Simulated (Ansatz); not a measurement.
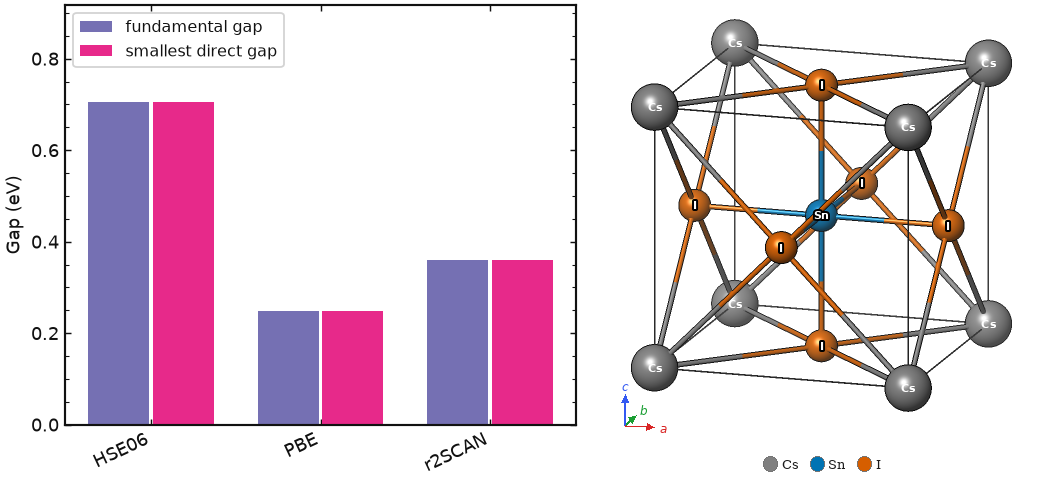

Gaps of CsSnI3, space group P4/mmm (No. 123), 5 atoms in the cell, cubic perovskite type, epitaxial (xy) strain −1.0%, at several levels of theory on one cell (Ansatz, plane waves and PAW; edges over the mesh and the special points).

> How does the gap depend on the level, and does its kind change?

In rising order: PBE 0.25 eV, r2SCAN 0.36 eV and HSE06 0.71 eV. It is direct at every level.
